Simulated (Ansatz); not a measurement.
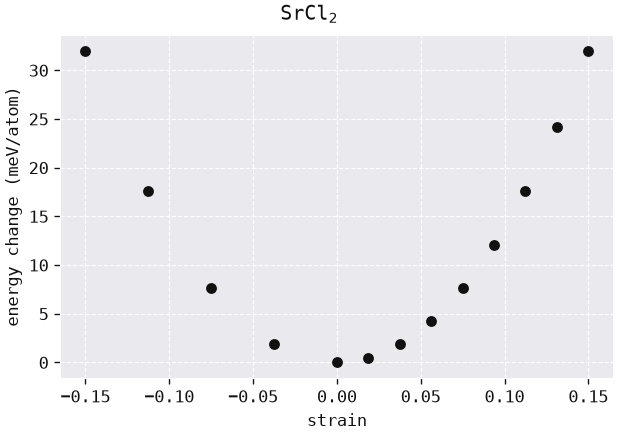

The plot gives the computed energy change against strain for SrCl₂, space group Fm-3m (No. 225).

Cell as given: a = 4.929 Å, b = 4.929 Å, c = 4.929 Å, α = 60.00°, β = 60.00°, γ = 60.00°; 3 atoms.

Computed with Ansatz 0.2.0: homogeneous strain of a crystal along one Voigt pattern with engineering shear, fractional coordinates fixed, by plane-wave density functional theory with PAW datasets, free energies less that of the undisturbed cell; scalar-relativistic. Level: PBE, no spin polarisation.

- wave cutoff: 420 eV
- k mesh: 6×6×6
- occupations: Gaussian
- smearing width: 0.05 eV
- k shift: (0, 0, 0) (mesh steps)
- start: as given
- strain pattern: (0, 0, 0, 0, 1, 0) (xx yy zz yz xz xy with engineering shear)

The points at strain −0.1125, −0.0375, 0.075 and 0.15 follow from computed ones by symmetry.

The numbers behind the figure:

```tsv
strain	energy change (meV/atom)
-0.1500	32.00
-0.1125	17.59
-0.0750	7.68
-0.0375	1.90
0.0000	0.00
0.0187	0.47
0.0375	1.90
0.0562	4.29
0.0750	7.68
0.0937	12.09
0.1125	17.59
0.1312	24.18
0.1500	32.00
```

Limits of the calculation: reference crystal is not relaxed.
